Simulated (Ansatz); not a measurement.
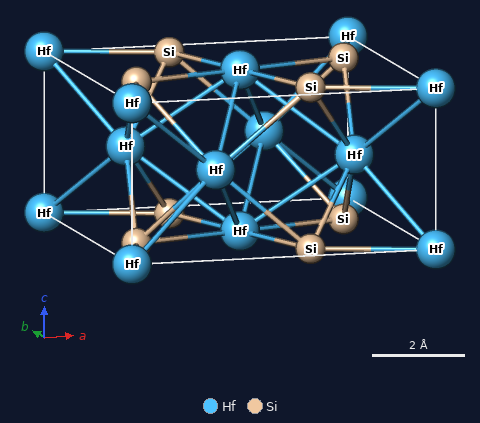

Phonons of a crystal of Hf3Si2, space group P4/mbm (No. 127), at the zone centre. Style: ball-and-stick. Shown: the cell of the calculation, slightly off an axis.

All numbers below come from DFT LDA, scalar-relativistic, plane waves, PAW in Ansatz 0.2.0. Set-up: plane-wave cutoff 420 eV; k-point mesh 6 × 6 × 10; occupations fermi dirac; smearing width 0.15 eV; no spin polarisation.

The frequencies depend somewhat on the k-mesh and the smearing.

Give the spectrum at this point.

The calculation's cell holds 10 atoms, so there are 27 optical modes, in 18 levels. No level is unstable.

| level | symmetry | frequency (cm⁻¹) | activity |
| --- | --- | --- | --- |
| 1 | A₁u | 98 | silent |
| 2 | B₁g | 107 | Raman-active |
| 3 | A₂g | 119 | silent |
| 4 | A₁g | 121 | Raman-active |
| 5 | E_u | 123 | infrared-active |
| 6 | A₂u | 128 | infrared-active |
| 7 | E_g | 133 | Raman-active |
| 8 | E_u | 139 | infrared-active |
| 9 | B₁u | 150 | silent |
| 10 | E_u | 151 | infrared-active |
| 11 | B₂g | 152 | Raman-active |
| 12 | triply degenerate | 314 | not assigned |
| 13 | E_u | 319 | infrared-active |
| 14 | doubly degenerate | 326 | not assigned |
| 15 | E_u | 330 | infrared-active |
| 16 | A₂g | 336 | silent |
| 17 | A₁g | 411 | Raman-active |
| 18 | B₂g | 427 | Raman-active |

The crystal is a metal, so free carriers screen the infrared response.

The modes drawn as arrows (one member of each degenerate set), 6 of the levels:

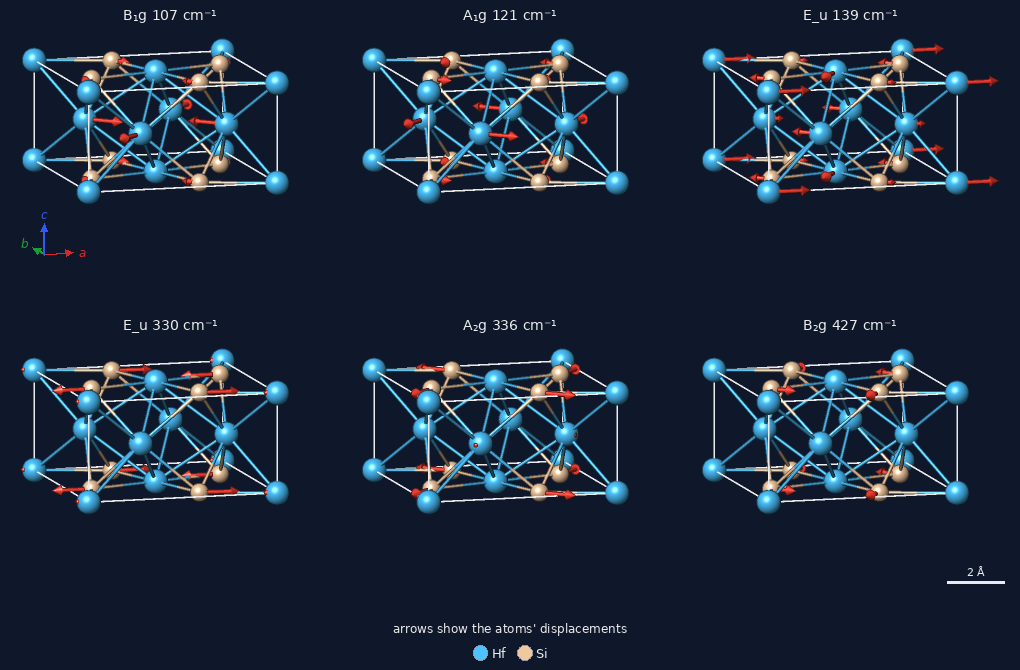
